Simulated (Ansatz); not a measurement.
System: Ir (slab).

Input file:

```
crystal:
  lattice:
    - [2.7367600872, 0.0, 0.0]
    - [0.0, 2.7367600872, 0.0]
    - [0.0, 0.0, 19.1883373424]
  atoms:
    - { symbol: Ir, position: [0.5, 0.5, 0.2084599582] }
    - { symbol: Ir, position: [0.0, 0.0, 0.3045662607] }
    - { symbol: Ir, position: [0.5, 0.5, 0.4006776202] }
basis:
  ecutwfc: 420
kpoints:
  mp_grid: { grid: [10, 10, 1] }
hamiltonian:
  xc: pbe
  pseudopotentials: { kind: paw, azcp: { folder: soft_1 } }
scf:
  occupations: { method: gaussian, width: 0.1 }
output:
  forces: true
  eigenvalues: true
  write_density: true
  write_potential: true
  elf: true
  volumetric_format: npy
efield:
  axis: 3
  dipole_correction: true
  ramp_width: 0.04
```

Command:

```sh
ansatz run input.yaml --threads 1 --pin off --max-ram 3072MiB --backend cpu --events-out ev --progress --plain --runs-dir out
```

Computed without spin polarisation; PAW files of the earlier set (soft_1).

Level of theory: DFT PBE, scalar-relativistic, plane waves, PAW (Ansatz).

Q: What will maps of the valence pseudo-density and electron localisation function show?

A: Ir–Ir (2.67 Å): ρ at the midpoint is about 0.48 e/Å³; the ELF is about 0.35 at the midpoint.

Q: Metal or insulator at this level of theory?

A: It is metallic or semimetallic at this level of theory: no gap opens.

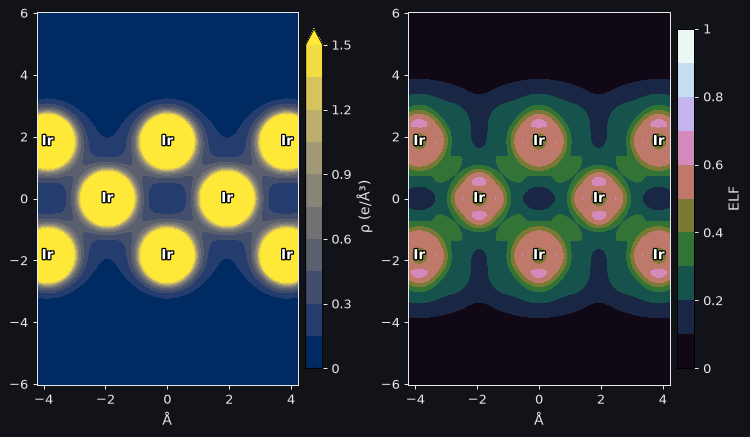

Computed valence pseudo-density and electron localisation function on the (110) plane of the calculation cell, a cut from vacuum to vacuum, in this order. 

The density is the valence pseudo-density of a PAW calculation; it isn't the true density close to the nuclei.
